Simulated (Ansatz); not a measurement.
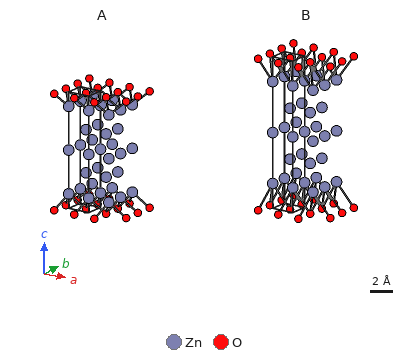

Two geometries of crystalline Zn5O (a generated structure, set up in P-6m2) (coarse preliminary run), drawn at one scale. One is the start of a relaxation, the other its converged end. Style: ball-and-stick. Shown: the cell of the calculation, repeated 2 × 2 × 1 with one cell outlined, slightly off an axis.

Method: DFT PBE, scalar-relativistic, plane waves, PAW (Ansatz 0.2.0). Set-up: plane-wave cutoff 420 eV; k-point mesh 6 × 6 × 2; occupations gaussian; smearing width 0.1 eV; collinear spin; cell and atoms relaxed; force threshold 0.04 eV/Å; at most 70 steps.

Which one is relaxed?

Answer. Structure A is the relaxed one. The largest moves relative to the cell, 0.43 Å, are those of Zn atoms. O stays in place. The volume changes by −23.6 %, with a = b 2.985 → 2.977 Å (−0.3 %), c 14.226 → 10.934 Å (−23.1 %). Among the contacts that change: O–Zn 2.897 → 2.191 Å. The space group stays P-6m2 (No. 187). After 8 accepted moves (9 points after the start) the energy has fallen by 682 meV per atom. The largest force component goes from 0.93 to 0.016 eV/Å. The pressure goes from −9.84 to −0.20 GPa. The SCF was repeated once at an unchanged geometry on a basis and grid sized afresh for the cell, which shifted the energy by 1.9 meV per atom at most. The program noted that the starting moments weren't kept.
